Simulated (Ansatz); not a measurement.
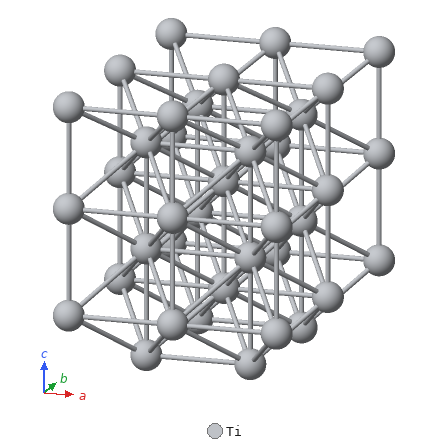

System: OH on a slab of content Ti. The picture shows the clean slab (repeated in the plane, vacuum cut away).

The given structure:
```yaml
crystal:
  lattice:
    - [2.86790, 0.00000, 0.00000]
    - [0.00000, 4.05580, 0.00000]
    - [0.00000, 0.00000, 24.16980]
  atoms:
    - { symbol: Ti, position: [0.50000, 0.50000, 0.35168] }
    - { symbol: Ti, position: [0.00000, 0.00000, 0.41101] }
    - { symbol: Ti, position: [0.50000, 0.50000, 0.47034] }
    - { symbol: Ti, position: [0.00000, 0.00000, 0.52991] }
    - { symbol: Ti, position: [0.50000, 0.50000, 0.58851] }
    - { symbol: Ti, position: [0.00000, 0.00000, 0.64303] }
```

Calculation (Ansatz 0.2.0): adsorption at several starting sites on a slab cut from the named crystal, one adsorbate a surface cell, the lower planes held, the adsorption energy counts from the clean slab and the free, spin-polarised adsorbate, negative where bound, plane waves with PAW datasets, Γ-centred k mesh. Level: PBEsol, no spin polarisation.

```tsv
setting	value
crystal formula	Ti
crystal space group number	225
Miller index h	1
Miller index k	1
Miller index l	0
top plane	Ti
bottom plane	Ti
planes	6
surface cell	(1, 1)
slab thickness as cut	7.17 Å
vacuum	17 Å
surface area	11.63 Å²
wave cutoff	420 eV
k mesh	10×7×1
occupations	Gaussian
smearing width	0.1 eV
boundary	dipole corrected
adsorbate	OH
```

Sites are named by a rule of distances and placed in fractions of the cell vectors a and b; the slab's top layers relax too; key: 1 = top site at (0.00, 0.00); 2 = bridge site at (0.00, 0.50); 3 = hollow over site at (0.50, 0.50).

What does the calculation give for the adsorption energy of each starting site?

The adsorbate slid sideways from no. 1 (by 1.4 Å) and no. 3 (by 0.4 Å). Among these starts the lowest is no. 1, at −5.432 eV; the next, no. 2, is 0.262 eV higher.

```
starting site  adsorption energy (eV)  height over highest slab atom (Å)  lateral move (Å)  dipole change (e Å)
        no. 1                  -5.432                              1.379              1.43                0.029
        no. 2                  -5.170                              0.311              0.03               -0.013
        no. 3                  -5.105                              0.527              0.41                0.056
```

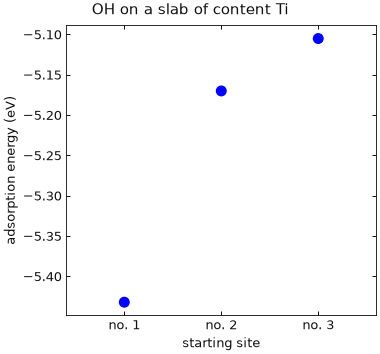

Caveats: no spin polarisation, a magnetic state may lie lower; in this field the vacuum level falls below the Fermi level; xc potential rough in thin density.
